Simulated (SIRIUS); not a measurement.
# A series of single points on AlPt

System: AlPt (Pm-3m, 2 atoms in the cell).
Method: Kohn-Sham DFT of a periodic cell, PBEsol, dojo-sr-pbesol-0.4.1-standard, no spin polarisation (SIRIUS 7.10.0).

The 7 runs differ only in the geometry, by an even scaling of the cell at fixed fractional positions. The structure derives from a Materials Project entry.

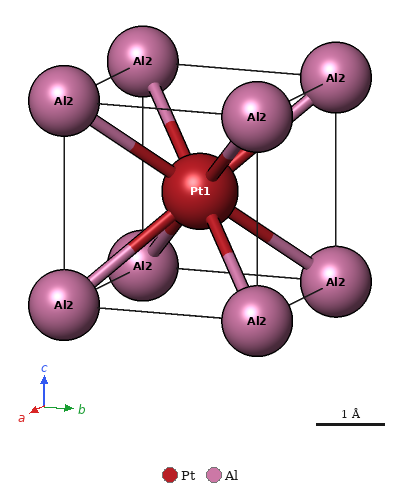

Figure 1. The structure of run 4 (ball-and-stick view of the cell of the calculation, seen slightly off an axis; atoms are numbered from 1 in the order of the input). An atom can appear more than once, as a periodic image.

**Input of run 4**
```
{
  "control": {
    "processing_unit": "cpu",
    "verbosity": 2,
    "num_bands_to_print": 18,
    "print_forces": true,
    "print_stress": true
  },
  "parameters": {
    "electronic_structure_method": "pseudopotential",
    "xc_functionals": ["XC_GGA_X_PBE_SOL", "XC_GGA_C_PBE_SOL"],
    "gk_cutoff": 9.2,
    "pw_cutoff": 18.4,
    "ngridk": [9, 9, 9],
    "shiftk": [0, 0, 0],
    "smearing": "fermi_dirac",
    "smearing_width": 0.0018374661,
    "num_bands": 18,
    "num_mag_dims": 0,
    "num_dft_iter": 100,
    "energy_tol": 1e-08,
    "density_tol": 1e-06
  },
  "iterative_solver": {
    "type": "davidson",
    "min_tolerance": 1e-09,
    "tolerance_scale": [0.1, 0.25]
  },
  "mixer": {
    "type": "anderson",
    "beta": 0.7,
    "max_history": 8
  },
  "settings": {
    "tol_ne": 1e-10,
    "pseudo_grid_cutoff": 6.5
  },
  "unit_cell": {
    "lattice_vectors": [
      [1.0, 0.0, 0.0],
      [0.0, 1.0, 0.0],
      [0.0, 0.0, 1.0]
    ],
    "lattice_vectors_scale": 5.8421752417,
    "atom_coordinate_units": "lattice",
    "atom_types": ["Pt", "Al"],
    "atom_files": {
      "Pt": "Pt.json",
      "Al": "Al.json"
    },
    "atoms": {
      "Pt": [
        [0.5, 0.5, 0.5]
      ],
      "Al": [
        [0.0, 0.0, 0.0]
      ]
    }
  }
}
```

Command:
```bash
upf_to_json Pt.upf
upf_to_json Al.upf
OMP_NUM_THREADS=1 sirius.scf --input=sirius.json --output=out.json --task=0
```

Run 5 has the same physical settings and fractional positions; its lattice vectors (Å) are:
```
   3.112020    0.000000    0.000000
   0.000000    3.112020    0.000000
   0.000000    0.000000    3.112020
```

**Results, with one run withheld**

| run | volume per atom (Å³) | free energy per atom, from the lowest run given (meV) | pressure (GPa) |
| --- | --- | --- | --- |
| 1 | 13.888 | 7.82 | 6.62 |
| 2 | 14.183 | 0.00 | 1.92 |
| 3 | 14.478 | 0.34 | −2.25 |
| 4 | 14.774 | 7.95 | −5.96 |
| 5 | 15.069 | ? | ? |
| 6 | 15.365 | 41.78 | −12.17 |
| 7 | 15.660 | 66.64 | −14.76 |

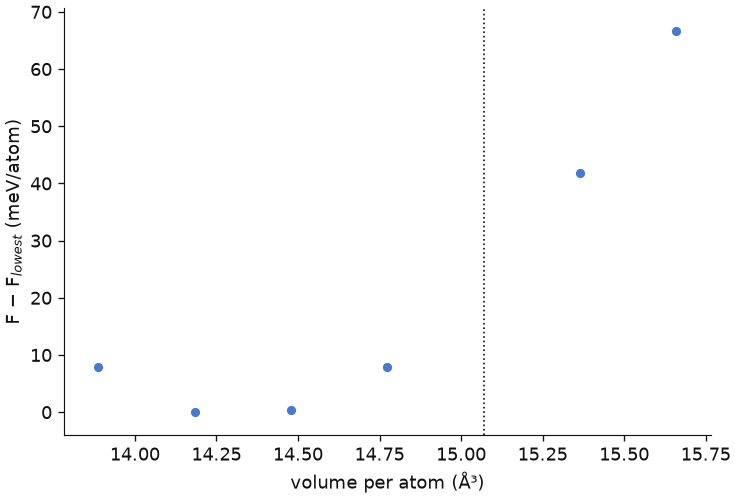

Figure 2. Free energy per atom of the runs given; the dotted line marks run 5.

Fit the runs given and predict run 5.

A cubic polynomial in V^(−2/3) (the Birch–Murnaghan form), fitted to the 6 runs given, misses them by at most 0.01 meV per atom. With x = V^(−2/3) − 0.16662 Å⁻², it reads F = 5.5029 − 4202.9 x + 6.9689e+05 x² + 1.467e+06 x³ (meV per atom). At run 5 it gives 21.97 meV per atom, and the run itself gives 22.00. The slope of the fit gives a pressure −dF/dV of −9.23 GPa there, and the run prints −9.25 GPa. The fit has its minimum at 14.316 Å³ per atom, where V d²F/dV² gives 203 GPa: the bulk modulus at this level, since symmetry fixes the shape and the positions.

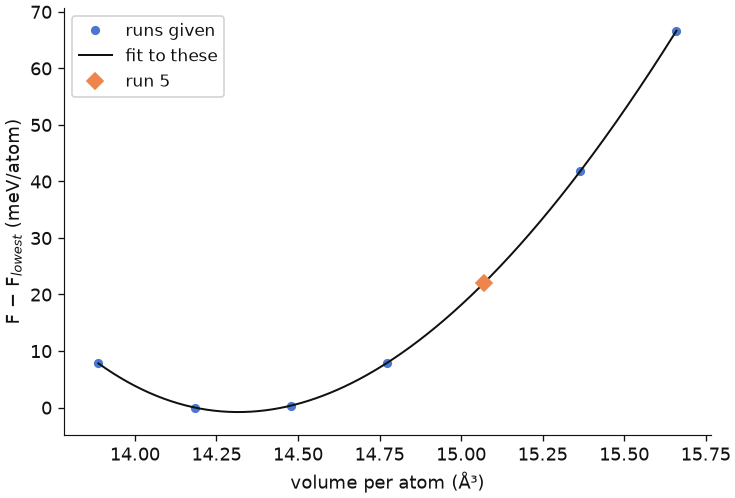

Figure 3. The fit and the withheld run.

**Some lines of the output (run 5)**
```
[...]
[find] Efermi                         :       0.60236539
[find] Total energy                   :    -132.94354241 (Ha),    -265.88708482 (Ry)
[find] Free energy (E-TS)             :    -132.94380337 (Ha),    -265.88760674 (Ry)
[find] Efermi                         :       0.60237250
[find] Total energy                   :    -132.94354242 (Ha),    -265.88708483 (Ry)
[find] Free energy (E-TS)             :    -132.94380346 (Ha),    -265.88760691 (Ry)
[find] Efermi                         :       0.60241486
[find] Free energy (E-TS)             :    -132.94380347 (Ha),    -265.88760693 (Ry)
[find] Efermi                         :       0.60241656
[find] Total energy                   :    -132.94354242 (Ha),    -265.88708484 (Ry)
[find] Efermi                         :       0.60241676
[find] Efermi                         :       0.60241663
[find] Free energy (E-TS)             :    -132.94380347 (Ha),    -265.88760694 (Ry)
[find] Efermi                         :       0.60241664
```

Notes: Spin–orbit coupling is left out, which matters for Pt.
